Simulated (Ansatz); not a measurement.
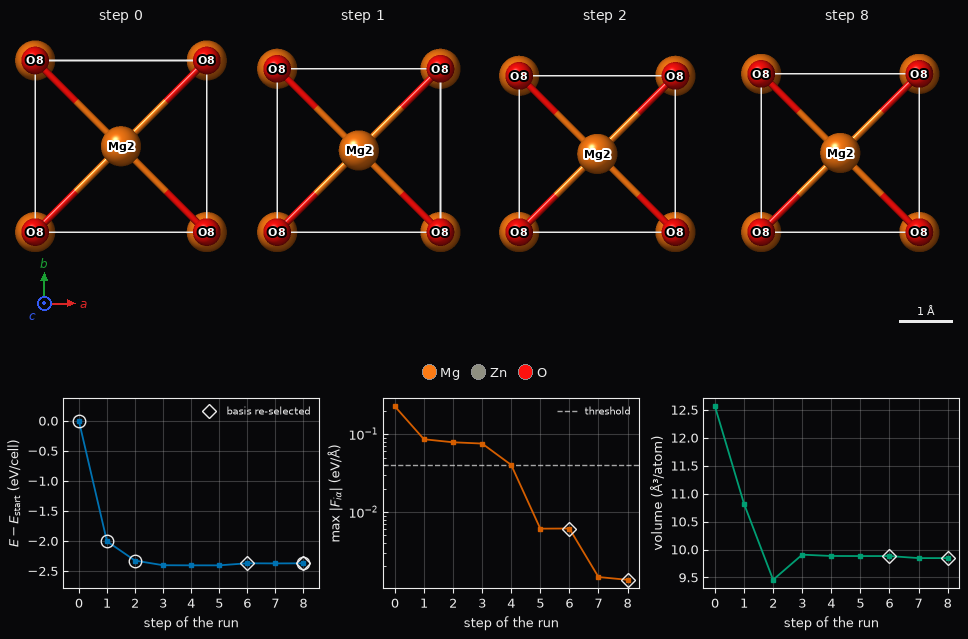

Frames of a relaxation of solid Mg3Zn2O5 (a generated structure, set up in I4/mmm) (coarse preliminary run), marked on the history of the run. The picture is a ball-and-stick view of the conventional cell (2 times the calculation's cell), seen along the c axis. Lengths and directions refer to the drawn axes.

Computed with Ansatz, DFT PBE, scalar-relativistic, plane waves, PAW. (plane-wave cutoff 420 eV; k-point mesh 8 × 8 × 8; occupations gaussian; smearing width 0.1 eV; no spin polarisation; cell and atoms relaxed; force threshold 0.04 eV/Å; at most 70 steps)

What happens along the run?

After 6 accepted moves (8 points after the start) the energy has fallen by 2.370 eV per cell of the calculation. Largest force component: 0.23 eV/Å at the start, 0.0013 eV/Å at the end. Pressure: −22.51 GPa at the start and −0.01 GPa at the end. The SCF was repeated twice at an unchanged geometry on a basis and grid sized afresh for the cell, which shifted the energy by 34.5 meV per cell of the calculation at most. The largest moves relative to the cell, 0.034 Å, are those of O atoms. Largest moves by element: O 0.034 Å, Mg 0.009 Å, Zn 0.007 Å. The volume changes by −21.6 %, with a = b 3.288 → 3.031 Å (−7.8 %), c 23.247 → 21.441 Å (−7.8 %). Some distances before and after: Mg–O 2.325 → 2.110 Å, Mg–O 2.325 → 2.135 Å, O–Zn 2.325 → 2.143 Å, O–Zn 2.325 → 2.171 Å. The space group stays I4/mmm (No. 139). The run took 110 s on 4 threads of Intel(R) Xeon(R) Processor @ 2.50GHz (Skylake/Cascade Lake), on a shared host, peak memory 0.68 GiB. From step 0 to 1: volume −13.9 %, energy −2.004 eV per cell of the calculation. From step 1 to 2: O atoms move most (0.02 Å), volume −12.6 %, energy −0.321 eV per cell of the calculation. From step 2 to 8: volume +4.1 %, energy −45.4 meV per cell of the calculation.

| step | E − E(0), meV/atom | largest force component, eV/Å | pressure, GPa | volume, Å³/atom | note |
| --- | --- | --- | --- | --- | --- |
| 0 | 0.00 | 0.2271 | -22.51 | 12.563 |  |
| 1 | -200.43 | 0.0859 | -11.44 | 10.818 |  |
| 2 | -232.49 | 0.0786 | 7.47 | 9.459 |  |
| 3 | -240.22 | 0.0757 | -0.37 | 9.909 |  |
| 4 | -240.39 | 0.0402 | -0.01 | 9.885 |  |
| 5 | -240.42 | 0.0061 | 0.01 | 9.884 |  |
| 6 | -236.96 | 0.0061 | -0.58 | 9.884 | same geometry, new basis |
| 7 | -237.19 | 0.0015 | 0.01 | 9.847 |  |
| 8 | -237.03 | 0.0013 | -0.01 | 9.847 | same geometry, new basis |
